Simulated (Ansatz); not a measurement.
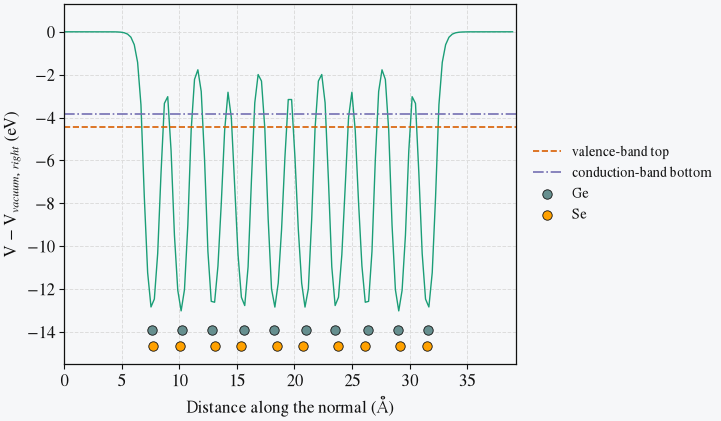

Plane-averaged electrostatic potential energy of an electron across the slab; circles at the bottom mark the heights of the atoms (positions after relaxation).

System: a (100) slab cut from GeSe (Pnma), ended by Ge planes, 20 atoms in the cell.

Method: DFT PBEsol, scalar-relativistic, plane waves, PAW, no spin polarisation, 9×8×1 k mesh, 420 eV cutoff (Ansatz 0.2.0).

### What are the ionisation potential and the electron affinity of the slab?

From the vacuum level at the right face the ionisation potential is 4.46 eV and the electron affinity 3.85 eV; the left face gives the same. The slab's gap, their difference before rounding, is 0.61 eV. The two vacuum levels agree, so the slab has no net dipole along its normal.

### How thick are slab and vacuum?

The outermost atoms are 24.0 Å apart, which leaves 15.2 Å of vacuum in a cell 39.2 Å high.
